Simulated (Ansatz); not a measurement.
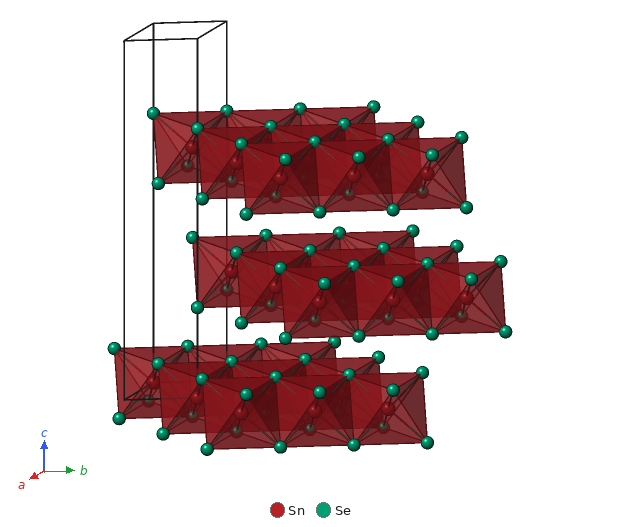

Polyhedra are drawn about Sn (bonds: Se–Sn below 3.1 Å); other atoms are plain spheres.

System SnSe2 (space group R-3m, No. 166); source of the atomic positions: the geometry relaxed with Ansatz 0.2.0, DFT, PBEsol, plane waves, PAW; the starting structure was generated, so it need not be a known form of this composition.

What figure surrounds each Sn atom, and what does it share with the other drawn polyhedra?

Answer. Sn: SnSe6 octahedron, sharing edges with six neighbours.

How do these polyhedra hang together as a whole?

Answer. They form layers of edge-sharing octahedra parallel to (001).

How far apart are the centres of linked polyhedra?

Answer. Centre to centre across a shared edge: 3.82 Å.
